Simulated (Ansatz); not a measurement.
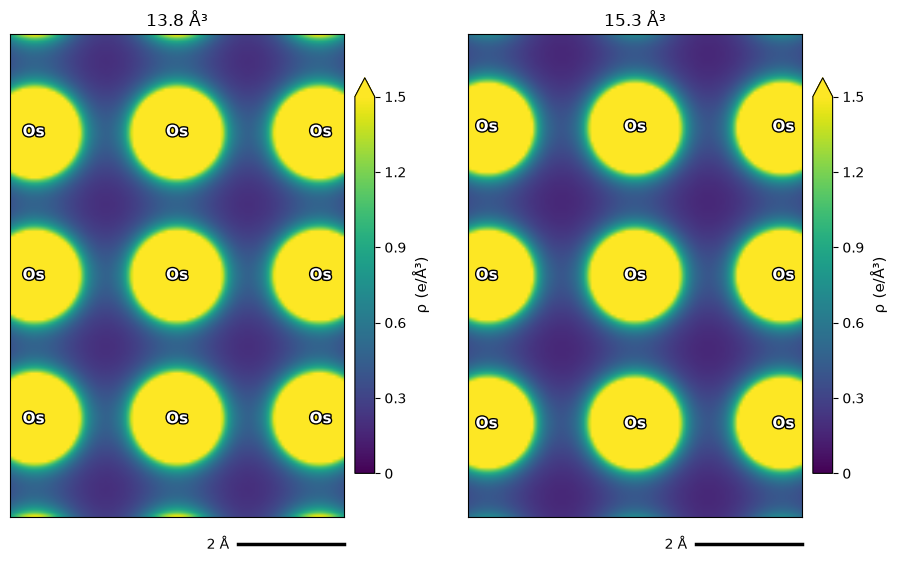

Os. The valence electron density of cells scaled evenly to different volumes (given per atom above each panel), on the (101) plane of each (indices in the axes of the cell below), at one length scale and on one colour scale.

Computed without spin polarisation.

Computed with DFT, PBEsol, PAW with Ansatz's default frozen-core files, scalar-relativistic in Ansatz.

Core electrons are frozen (PAW), and the valence fields are smoothed inside the atomic spheres.

The largest cell:

```xyz
1
Lattice="0.0000 1.9706 1.9706 1.9706 0.0000 1.9706 1.9706 1.9706 0.0000" Properties=species:S:1:pos:R:3 pbc="T T T"
Os    0.0000    0.0000    0.0000
```

| volume (Å³/atom) | Os–Os contact in the plane (Å) | ρ at its midpoint (e/Å³) | pressure (GPa) | 
| --- | --- | --- | --- |
| 13.83 | 2.694 | 0.472 | 3.7 | 
| 14.13 | 2.713 | ? | ? | 
| 15.30 | 2.787 | 0.405 | −31.5 | 

Estimate the missing row, and compare with the calculation.

Answer. Over the known rows ln ρ falls by 1.65 per Å of Os–Os distance (the line through the two), which gives 0.457 e/Å³ at 2.713 Å; the calculation gives 0.457 e/Å³. For the pressure, a straight line in volume between the neighbouring rows gives −3.5 GPa; the calculation gives −5.2, lower because pressure rises ever faster on compression.
